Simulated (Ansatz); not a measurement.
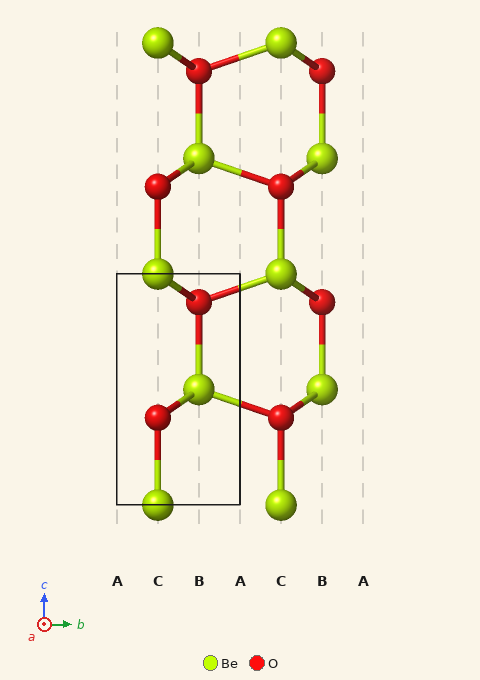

Projection along an edge of the hexagonal mesh, stacking direction c upwards. The dashed lines mark the three columns A (0, 0), B (1/3, 2/3) and C (2/3, 1/3). The sequence starts with the first layer at or above the cell's origin.

The compound is BeO, taken as coordinates from a relaxation at fixed volume with Ansatz, DFT PBE, scalar-relativistic, plane waves, PAW.

> Read off the stacking sequence over one period.

Be(C) – O(C) – Be(B) – O(B) (four layers in 4.31 Å).

> How are the O layers alone stacked?

O layers alone: CB, the hexagonal close-packed type.

> Which positions between or in the O layers do the other atoms fill?

Be: two tetrahedral sites (per hexagonal cell).

> What short polytype symbol fits?

Polytype symbol 2H, the symbol of a tetrahedral polytype (number of double layers in the repeat and lattice).
